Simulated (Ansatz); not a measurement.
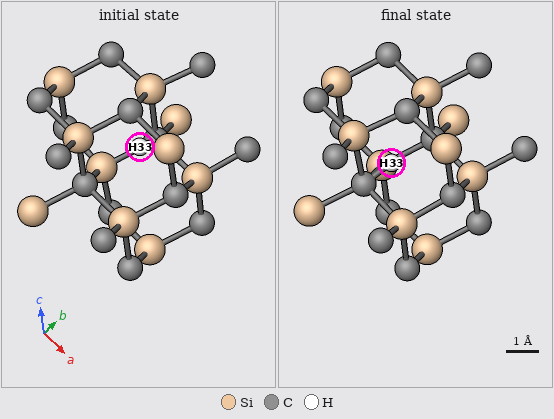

The two relaxed end points of a path for a defect cell of composition Si16HC16 (cell charge +1) (33 atoms in the cell). The picture is a ball-and-stick view of the atoms within 4.1 Å of the middle of the path, seen slightly off an axis. The moving atom is ringed, with any periodic copies. Bonds to atoms that aren't drawn are left out.

All numbers below come from DFT PBE, scalar-relativistic, plane waves, PAW in Ansatz.

Settings: plane-wave cutoff 420 eV; k-point mesh 2 × 2 × 2; Gaussian smearing 0.02 eV; 5 movable images; climbing image.

**What barrier does the band find between them, and by what path?**

The barrier is about 0.51 eV in both directions, with image 3 at the top; the ends have the same energy. The H atom travels furthest, 1.09 Å from end to end, along [−1 −2 −1], on a path that bends up to 0.27 Å away from the straight line. At the highest image its nearest neighbour (C) is 1.50 Å away, against 1.12 Å at the start, and the surrounding atoms stand up to 0.07 Å off the mean of their end positions. Breaking: C–H (1.12 → 2.18 Å). Forming: C–H (2.18 → 1.12 Å). The band is converged.

Energies of the converged images:

```tsv
image	path (Å)	E (eV)
0	0.00	0.000
1	0.25	0.011
2	0.49	0.245
3	0.74	0.510
4	0.99	0.245
5	1.24	0.011
6	1.48	0.000
```

The geometry at the top of the path:

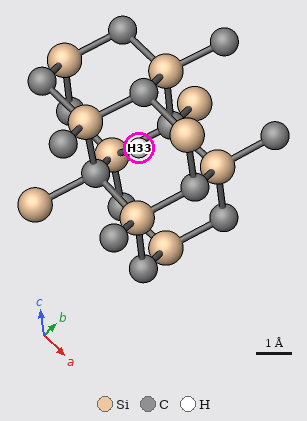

Limits of the set-up: the periodic images lie only 7.6 Å apart, so the values are limited by the cell's size; the cell is charged, on a uniform background, and energies carry no finite-size correction.

The run took 2.9 min on 4 threads of Arm Neoverse V2, on a shared host, peak memory 1.7 GiB.
